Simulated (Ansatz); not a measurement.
System: NbH₂, space group Fm-3m (No. 225).

Input of the run:
```
crystal:
  lattice:
    - [0.0, 2.2451495065, 2.2451495065]
    - [2.2451495065, 0.0, 2.2451495065]
    - [2.2451495065, 2.2451495065, 0.0]
  atoms:
    - { symbol: Nb, position: [0.0, 0.0, 0.0] }
    - { symbol: H, position: [0.25, 0.25, 0.25] }
    - { symbol: H, position: [0.75, 0.75, 0.75] }
basis:
  ecutwfc: 420
kpoints:
  mp_grid: { grid: [16, 16, 16] }
hamiltonian:
  xc: pbesol
scf:
  occupations: { method: fermi_dirac, width: 0.15 }
output:
  eigenvalues: true
phonons:
  method: dfpt
  eigenvectors: true
```

Run as:
```bash
ansatz run input.yaml --threads 1 --pin off --max-ram 3072MiB --backend cpu --events-out ev --progress --plain --runs-dir out
```

Calculation (Ansatz 0.2.0): harmonic phonon frequencies at the zone centre with atoms at rest in the given cell, without the long-range term of polar modes, the three translations left out, imaginary frequencies are negative; plane waves with PAW datasets, Γ-centred k mesh. Level: PBEsol, no spin polarisation.

```csv
setting,value
wave cutoff,420 eV
k mesh,16×16×16
occupations,Fermi–Dirac
smearing width,0.15 eV
volume relative to the relaxed cell,0.98
phonon method,linear response
```

What does the calculation give for the zone-centre optical phonon frequencies (the three acoustic modes are left out)?

No frequency is imaginary, so the structure is stable to these displacements (zone-boundary modes weren't tested here). The highest mode lies at 1324.7 cm⁻¹. The optical modes lie at 1146.2 (×3), 1324.7 (×3) cm⁻¹.

```tsv
frequency (cm⁻¹)
1146.2
1146.2
1146.2
1324.7
1324.7
1324.7
```

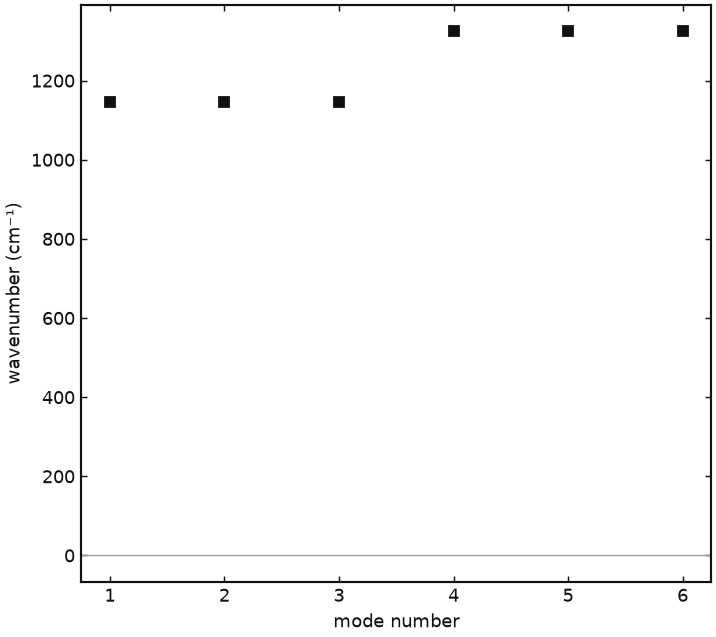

Keep in mind: metal sensitive to the k mesh.
